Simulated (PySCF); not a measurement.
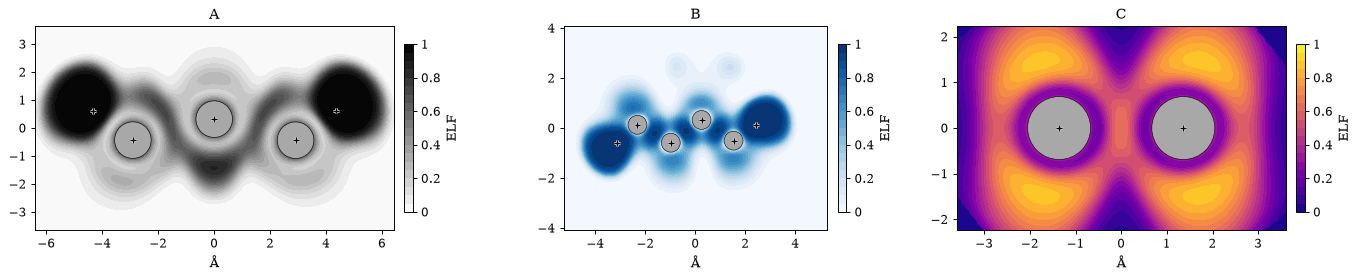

The electron localisation function of 3 systems, each on a plane through atoms (crosses mark nuclei in the plane; grey discs cover the cores).

Computed with DFT single point, gas phase, functional PBE0 in PySCF 2.14.0, density-fitted response routines.

System 1: C5H12 (SMILES CCC(C)C), the plane of atoms C2, C3 and C5. Geometry: PBE0-D3(BJ)/def2-SVP.

```xyz
17

C     1.8050   -0.7318   -0.7343
C     1.0133    0.0979    0.2646
C    -0.4371    0.3851   -0.1338
C    -1.2652   -0.8882   -0.2726
C    -1.0856    1.3456    0.8571
H     1.8072   -0.2604   -1.7307
H     1.3925   -1.7457   -0.8500
H     2.8535   -0.8416   -0.4183
H     1.0159   -0.4028    1.2505
H     1.5277    1.0623    0.4196
H    -0.4147    0.8832   -1.1222
H    -0.8626   -1.5649   -1.0408
H    -1.2921   -1.4423    0.6811
H    -2.3053   -0.6567   -0.5506
H    -2.1134    1.6023    0.5566
H    -1.1368    0.8952    1.8627
H    -0.5153    2.2839    0.9424
```

System 2: Te2 (charge −1, doublet), a plane that holds the molecular axis. Geometry: BP86-D3(BJ)/ma-def2-SVP; core potentials replace the inner electrons of Te.

```yaml
atoms:
  - { symbol: Te, position_ang: [1.0635, 0.3491, 0.7624] }
  - { symbol: Te, position_ang: [-1.0580, -0.3466, -0.7907] }
```

System 3: H8Sn3 (charge −1, doublet), the plane of atoms H3, Sn1 and Sn5. Geometry: BP86-D3(BJ)/ma-def2-SVP; core potentials replace the inner electrons of Sn.

| atom | x (Å) | y (Å) | z (Å) |
| --- | --- | --- | --- |
| Sn | -2.0523 | 0.2435 | -2.0634 |
| H | -1.3617 | -0.5340 | -3.4931 |
| H | -3.7871 | -0.1139 | -2.2853 |
| H | -1.9957 | 1.9401 | -2.5567 |
| Sn | -0.3176 | -0.2358 | 0.3411 |
| H | -0.6760 | -1.9568 | 0.6193 |
| H | -1.3733 | 0.4395 | 1.6046 |
| Sn | 2.3256 | -0.0400 | 1.7532 |
| H | 2.7827 | -0.6225 | 3.3788 |
| H | 3.6135 | -0.7505 | 0.7709 |
| H | 2.8687 | 1.6416 | 1.8294 |

> Match each panel to its system.

Panel A is system 3, H8Sn3: the plane holds Sn and H. Sn–Sn (3.00 Å): the ELF peaks at about 0.70 between the atoms. Panel B is system 1, C5H12: the plane holds C and H. C–C (1.52 Å): the ELF peaks at about 0.95 between the atoms (a shared electron pair). Panel C is system 2, Te2: the plane holds Te. Te–Te (2.72 Å): the ELF peaks at about 0.65 between the atoms.
